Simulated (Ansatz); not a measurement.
The compound is MgO (space group P6_3/mmc, No. 194), taken as the geometry relaxed with DFT PBEsol, scalar-relativistic, plane waves, PAW (Ansatz).

```xyz
4
Lattice="3.4940 0.0000 0.0000 -1.7470 3.0259 0.0000 0.0000 0.0000 4.1940" Properties=species:S:1:pos:R:3 pbc="T T T"
Mg    1.7470    1.0086    3.1455
Mg    0.0000    2.0172    1.0485
O     1.7470    1.0086    1.0485
O     0.0000    2.0172    3.1455
```

Bonds are taken as Mg–O below 2.4 Å. Atoms with one bond or none are removed and atoms with two bonds are replaced by edges, until no such atom is left.

What net does this leave?

The result is a uninodal 5-connected, three-periodic net: Mg and O are 5-connected nodes. It is the bnn net, known from eclipsed honeycomb layers linked along c. It is a single net, without interpenetration.

| node | links | point symbol | coordination sequence |
| --- | --- | --- | --- |
| Mg and O | 5 | 4^6.6^4 | 5 14 29 50 77 |

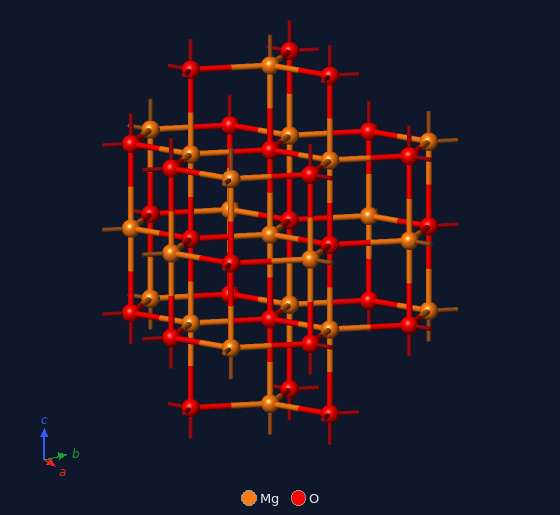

Nodes are coloured by element. Short stubs are edges that leave the cut-out.
